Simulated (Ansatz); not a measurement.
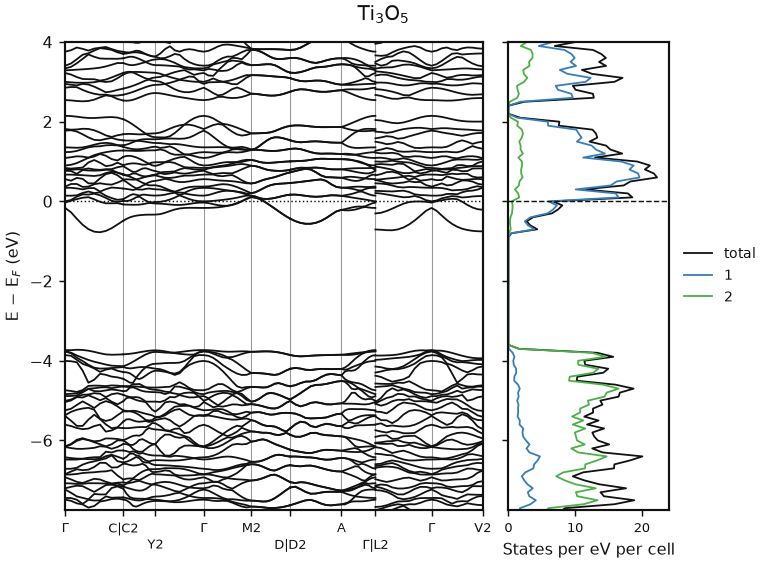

Band structure and density of states. Energies are counted from the Fermi level. The partial curves are projected on Löwdin-orthogonalised atomic shells.

The material is Ti3O5, space group C2/c, 16 atoms in the cell.

Level of theory: DFT PBEsol, scalar-relativistic, plane waves, PAW, no spin polarisation, 8×8×6 k mesh; code Ansatz 0.2.0.

Question: Assign each number in the legend. The candidates: O 2p, Ti 3d.

Answer: 1 is Ti 3d; 2 is O 2p.

Question: Is there a gap at the Fermi level?

Answer: A metal: bands cross the Fermi level along this path.
